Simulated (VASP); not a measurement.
**Geometry relaxation, with input and output: RuSi (part 2 of 4)**

Continued. System: RuSi (P2₁3, 8 atoms in the cell). Method: Kohn-Sham DFT of a periodic cell, LDA, VASP PAW LDA potentials, recommended, no spin polarisation (VASP 6.6.1); cutoff 600 eV, 8×8×8 k-mesh, Gaussian smearing of 0.1 eV. The structure derives from a Materials Project entry.

Geometry of the input (Å; fractional positions):
```
4.7086  0.0000  0.0000
0.0000  4.7086  0.0000
0.0000  0.0000  4.7086
Si 0.1624  0.3376  0.6624
Si 0.3376  0.6624  0.1624
Si 0.6624  0.1624  0.3376
Si 0.8376  0.8376  0.8376
Ru 0.8706  0.6294  0.3706
Ru 0.6294  0.3706  0.8706
Ru 0.3706  0.8706  0.6294
Ru 0.1294  0.1294  0.1294
```

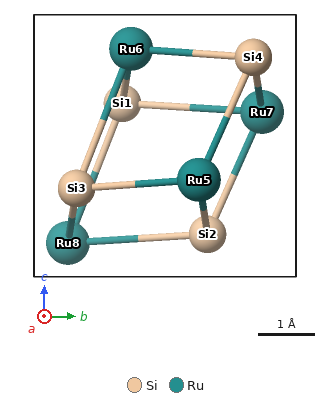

The input geometry (ball-and-stick view of the cell of the calculation, along the a axis; atoms are numbered from 1 in the order of the input).

## Parts of OUTCAR, continued
```
   k-points           NKPTS =     45   k-points in BZ     NKDIM =     45   number of bands    NBANDS=     43
   number of dos      NEDOS =    301   number of ions     NIONS =      8
   total plane-waves  NPLWV =  64000
   dimension x,y,z NGX =    40 NGY =   40 NGZ =   40
   dimension x,y,z NGXF=    80 NGYF=   80 NGZF=   80
   ions per type =               4   4
   NGX,Y,Z   is equivalent  to a cutoff of  14.12, 14.12, 14.12 a.u.
   NGXF,Y,Z  is equivalent  to a cutoff of  28.25, 28.25, 28.25 a.u.
 SYSTEM =  unknown system
   PREC   = accura    normal or accurate (medium, high low for compatibility)
   ISTART =      0    job   : 0-new  1-cont  2-samecut
   ICHARG =      2    charge: 1-file 2-atom 10-const
   ISPIN  =      1    spin polarized calculation?
   LNONCOLLINEAR =      F non collinear calculations
   LSORBIT =      F    spin-orbit coupling
   LASPH  =      T    aspherical Exc in radial PAW
   ENCUT  =  600.0 eV  44.10 Ry    6.64 a.u.   9.40  9.40  9.40*2*pi/ulx,y,z
   NELM   =     60;   NELMIN=  2; NELMDL= -5     # of ELM steps
   EDIFF  = 0.1E-06   stopping-criterion for ELM
   LREAL  =      F    real-space projection
   EDIFFG = -.5E-02   stopping-criterion for IOM
   NSW    =     90    number of steps for IOM
   IBRION =      2    ionic relax: 0-MD 1-quasi-New 2-CG
   NFREE  =      1    steps in history (QN), initial steepest desc. (CG)
   ISIF   =      3    stress and relaxation
   ISYM   =      2    0-nonsym 1-usesym 2-fastsym
   POTIM  = 0.5000    time-step for ionic-motion
   TEBEG  =    0.0;   TEEND  =   0.0 temperature during run
   PSTRESS=    0.0 pullay stress
   NELECT =      72.0000    total number of electrons
   NUPDOWN=      -1.0000    fix difference up-down
   EMIN   =  10.00;   EMAX   =-10.00  energy-range for DOS
   EFERMI =   0.00;   METHOD = LEGACY
   ISMEAR =     0;   SIGMA  =   0.10  broadening in eV -4-tet -1-fermi 0-gaus
   EFERMI_NEDOS =   21; number of points for ismear=-14 and -15
   IALGO  =     38    algorithm
   IMIX   =      4    mixing-type and parameters
     AMIX     =   0.40;   BMIX     =  1.00
     AMIX_MAG =   1.60;   BMIX_MAG =  1.00
  volume/ion in A,a.u.               =      13.05        88.06
  Fermi-wavevector in a.u.,A,eV,Ry     =   1.446420  2.733337 28.465151  2.092130
  Thomas-Fermi vector in A             =   2.564490
   LORBIT       =      0    0 simple, 1 ext, 2 COOP (PROOUT), +10 PAW based schemes
   GGA     = CA    functional components
   LHFCALC =     F    Hartree Fock is set to
   AEXX    =    0.0000 exact exchange contribution
   IVDW    =     0    specifies the selected vdW correction
   LEPSILON=     F    determine dielectric tensor
   LRPA    =     F    only Hartree local field effects (RPA)
 conjugate gradient relaxation of ions
 non-spin polarized calculation
 Gauss-broadening in eV      SIGMA  =   0.10
  energy-cutoff  :      600.00
  volume of cell :      104.39
 maximum number of plane-waves:      3514
 NGX is ok and might be reduce to    40
   NGX = 19   NGY = 19   NGZ = 19

--------------------------------------- Ionic step        1  -------------------------------------------

 number of electron      72.0000017 magnetization

 Free energy of the ion-electron system (eV)
  ---------------------------------------------------
  ext. energy  EPLUGINS =         0.00000000
  ---------------------------------------------------
  free energy    TOTEN  =       -72.11421144 eV

  energy without entropy =      -72.11120054  energy(sigma->0) =      -72.11270599

------------------------ aborting loop because EDIFF is reached ----------------------------------------

  FORCE on cell =-STRESS in cart. coord.  units (eV):
  Direction    XX          YY          ZZ          XY          YZ          ZX
  --------------------------------------------------------------------------------------
  -------------------------------------------------------------------------------------
  Total       -4.0271243     -4.0271243     -4.0271243      0.0000000      0.0000000     -0.0000000
  in kB      -61.8061229    -61.8061229    -61.8061229      0.0000000      0.0000000     -0.0000000
  external PRESSURE =     -61.8061229 kB  Pullay stress =       0.0000000 kB

 VOLUME and BASIS-vectors are now :
 -----------------------------------------------------------------------------
  energy-cutoff  :      600.00
  volume of cell :      104.39
      direct lattice vectors                 reciprocal lattice vectors
     4.708595380  0.000000000  0.000000000     0.212377560  0.000000000  0.000000000
     0.000000000  4.708595380  0.000000000     0.000000000  0.212377560  0.000000000
     0.000000000  0.000000000  4.708595380     0.000000000  0.000000000  0.212377560

 POSITION                                       TOTAL-FORCE (eV/Angst)
 -----------------------------------------------------------------------------------
      0.76478      1.58952      3.11908         0.025904     -0.025904      0.025904
      1.58952      3.11908      0.76478        -0.025904      0.025904      0.025904
      3.11908      0.76478      1.58952         0.025904      0.025904     -0.025904
      3.94381      3.94381      3.94381        -0.025904     -0.025904     -0.025904
      4.09928      2.96362      1.74498         0.031352     -0.031352      0.031352
      2.96362      1.74498      4.09928        -0.031352      0.031352      0.031352
      1.74498      4.09928      2.96362         0.031352      0.031352     -0.031352
      0.60932      0.60932      0.60932        -0.031352     -0.031352     -0.031352
 -----------------------------------------------------------------------------------
    total drift:                                0.000000      0.000000      0.000000

  FREE ENERGIE OF THE ION-ELECTRON SYSTEM (eV)
  ---------------------------------------------------
  free  energy   TOTEN  =       -72.1142114376 eV

  energy  without entropy=      -72.1112005444  energy(sigma->0) =      -72.11270599

--------------------------------------- Ionic step        2  -------------------------------------------

 number of electron      71.9999992 magnetization

------------------------ aborting loop because EDIFF is reached ----------------------------------------

  FORCE on cell =-STRESS in cart. coord.  units (eV):
  Direction    XX          YY          ZZ          XY          YZ          ZX
  --------------------------------------------------------------------------------------
  -------------------------------------------------------------------------------------
  Total        9.3996113      9.3996113      9.3996113      0.0000000     -0.0000000      0.0000000
  in kB      155.3020808    155.3020808    155.3020808      0.0000000     -0.0000000      0.0000000
  external PRESSURE =     155.3020808 kB  Pullay stress =       0.0000000 kB

 VOLUME and BASIS-vectors are now :
 -----------------------------------------------------------------------------
  energy-cutoff  :      600.00
  volume of cell :       96.97
      direct lattice vectors                 reciprocal lattice vectors
     4.594247633  0.000000000 -0.000000000     0.217663496 -0.000000000 -0.000000000
     0.000000000  4.594247633 -0.000000000     0.000000000  0.217663496  0.000000000
     0.000000000  0.000000000  4.594247633     0.000000000  0.000000000  0.217663496

 POSITION                                       TOTAL-FORCE (eV/Angst)
 -----------------------------------------------------------------------------------
      0.74743      1.54970      3.04455        -0.162356      0.162356     -0.162356
      1.54970      3.04455      0.74743         0.162356     -0.162356     -0.162356
      3.04455      0.74743      1.54970        -0.162356     -0.162356      0.162356
      3.84682      3.84682      3.84682         0.162356      0.162356      0.162356
      4.00120      2.89017      1.70408        -0.301087      0.301087     -0.301087
      2.89017      1.70408      4.00120         0.301087     -0.301087     -0.301087
      1.70408      4.00120      2.89017        -0.301087     -0.301087      0.301087
      0.59305      0.59305      0.59305         0.301087      0.301087      0.301087
 -----------------------------------------------------------------------------------
    total drift:                                0.000000      0.000000      0.000000

  FREE ENERGIE OF THE ION-ELECTRON SYSTEM (eV)
  ---------------------------------------------------
  free  energy   TOTEN  =       -71.9284477004 eV

  energy  without entropy=      -71.9263580791  energy(sigma->0) =      -71.92740289

--------------------------------------- Ionic step        3  -------------------------------------------

 number of electron      72.0000010 magnetization

------------------------ aborting loop because EDIFF is reached ----------------------------------------

  FORCE on cell =-STRESS in cart. coord.  units (eV):
  Direction    XX          YY          ZZ          XY          YZ          ZX
  --------------------------------------------------------------------------------------
  -------------------------------------------------------------------------------------
  Total       -0.1042452     -0.1042452     -0.1042452      0.0000000      0.0000000      0.0000000
  in kB       -1.6372847     -1.6372847     -1.6372847      0.0000000      0.0000000      0.0000000
  external PRESSURE =      -1.6372847 kB  Pullay stress =       0.0000000 kB

 VOLUME and BASIS-vectors are now :
 -----------------------------------------------------------------------------
  energy-cutoff  :      600.00
  volume of cell :      102.01
      direct lattice vectors                 reciprocal lattice vectors
     4.672481008  0.000000000 -0.000000000     0.214019061 -0.000000000 -0.000000000
     0.000000000  4.672481008 -0.000000000     0.000000000  0.214019061  0.000000000
     0.000000000  0.000000000  4.672481008     0.000000000  0.000000000  0.214019061

 POSITION                                       TOTAL-FORCE (eV/Angst)
 -----------------------------------------------------------------------------------
      0.75929      1.57695      3.09553        -0.027909      0.027909     -0.027909
      1.57695      3.09553      0.75929         0.027909     -0.027909     -0.027909
      3.09553      0.75929      1.57695        -0.027909     -0.027909      0.027909
      3.91320      3.91320      3.91320         0.027909      0.027909      0.027909
      4.06828      2.94044      1.73204        -0.064814      0.064814     -0.064814
      2.94044      1.73204      4.06828         0.064814     -0.064814     -0.064814
      1.73204      4.06828      2.94044        -0.064814     -0.064814      0.064814
      0.60420      0.60420      0.60420         0.064814      0.064814      0.064814
 -----------------------------------------------------------------------------------
    total drift:                                0.000000      0.000000      0.000000

  FREE ENERGIE OF THE ION-ELECTRON SYSTEM (eV)
  ---------------------------------------------------
  free  energy   TOTEN  =       -72.1621962211 eV

  energy  without entropy=      -72.1595301686  energy(sigma->0) =      -72.16086319

[... ionic steps 4 to 7 ...]

--------------------------------------- Ionic step        8  -------------------------------------------

 number of electron      72.0000012 magnetization

------------------------ aborting loop because EDIFF is reached ----------------------------------------

  FORCE on cell =-STRESS in cart. coord.  units (eV):
  Direction    XX          YY          ZZ          XY          YZ          ZX
  --------------------------------------------------------------------------------------
  -------------------------------------------------------------------------------------
  Total       -0.0666741     -0.0666741     -0.0666741      0.0000000      0.0000000      0.0000000
  in kB       -1.0502279     -1.0502279     -1.0502279      0.0000000      0.0000000      0.0000000
  external PRESSURE =      -1.0502279 kB  Pullay stress =       0.0000000 kB

 VOLUME and BASIS-vectors are now :
 -----------------------------------------------------------------------------
  energy-cutoff  :      600.00
  volume of cell :      101.71
      direct lattice vectors                 reciprocal lattice vectors
     4.667969131 -0.000000000 -0.000000000     0.214225924 -0.000000000 -0.000000000
     0.000000000  4.667969131 -0.000000000     0.000000000  0.214225924  0.000000000
     0.000000000 -0.000000000  4.667969131     0.000000000  0.000000000  0.214225924

 POSITION                                       TOTAL-FORCE (eV/Angst)
 -----------------------------------------------------------------------------------
      0.75534      1.57864      3.08933         0.001186     -0.001186      0.001186
      1.57864      3.08933      0.75534        -0.001186      0.001186      0.001186
      3.08933      0.75534      1.57864         0.001186      0.001186     -0.001186
      3.91262      3.91262      3.91262        -0.001186     -0.001186     -0.001186
      4.05615      2.94580      1.72216         0.002479     -0.002479      0.002479
      2.94580      1.72216      4.05615        -0.002479      0.002479      0.002479
      1.72216      4.05615      2.94580         0.002479      0.002479     -0.002479
      0.61182      0.61182      0.61182        -0.002479     -0.002479     -0.002479
 -----------------------------------------------------------------------------------
    total drift:                                0.000000      0.000000      0.000000

  FREE ENERGIE OF THE ION-ELECTRON SYSTEM (eV)
  ---------------------------------------------------
  free  energy   TOTEN  =       -72.1659870622 eV

  energy  without entropy=      -72.1632680126  energy(sigma->0) =      -72.16462754

--------------------------------------- Ionic step        9  -------------------------------------------

 number of electron      72.0000012 magnetization

------------------------ aborting loop because EDIFF is reached ----------------------------------------

  FORCE on cell =-STRESS in cart. coord.  units (eV):
  Direction    XX          YY          ZZ          XY          YZ          ZX
  --------------------------------------------------------------------------------------
  -------------------------------------------------------------------------------------
  Total       -0.0226069     -0.0226069     -0.0226069      0.0000000      0.0000000     -0.0000000
  in kB       -0.3561881     -0.3561881     -0.3561881      0.0000000      0.0000000     -0.0000000
  external PRESSURE =      -0.3561881 kB  Pullay stress =       0.0000000 kB

 VOLUME and BASIS-vectors are now :
 -----------------------------------------------------------------------------
  energy-cutoff  :      600.00
  volume of cell :      101.69
      direct lattice vectors                 reciprocal lattice vectors
     4.667569990 -0.000000000 -0.000000000     0.214244243  0.000000000 -0.000000000
    -0.000000000  4.667569990 -0.000000000     0.000000000  0.214244243  0.000000000
     0.000000000 -0.000000000  4.667569990     0.000000000  0.000000000  0.214244243

 POSITION                                       TOTAL-FORCE (eV/Angst)
 -----------------------------------------------------------------------------------
      0.75515      1.57864      3.08893         0.003111     -0.003111      0.003111
      1.57864      3.08893      0.75515        -0.003111      0.003111      0.003111
      3.08893      0.75515      1.57864         0.003111      0.003111     -0.003111
      3.91242      3.91242      3.91242        -0.003111     -0.003111     -0.003111
      4.05588      2.94547      1.72210         0.000236     -0.000236      0.000236
      2.94547      1.72210      4.05588        -0.000236      0.000236      0.000236
      1.72210      4.05588      2.94547         0.000236      0.000236     -0.000236
      0.61169      0.61169      0.61169        -0.000236     -0.000236     -0.000236
 -----------------------------------------------------------------------------------
    total drift:                                0.000000      0.000000      0.000000

  FREE ENERGIE OF THE ION-ELECTRON SYSTEM (eV)
  ---------------------------------------------------
  free  energy   TOTEN  =       -72.1659956915 eV
```
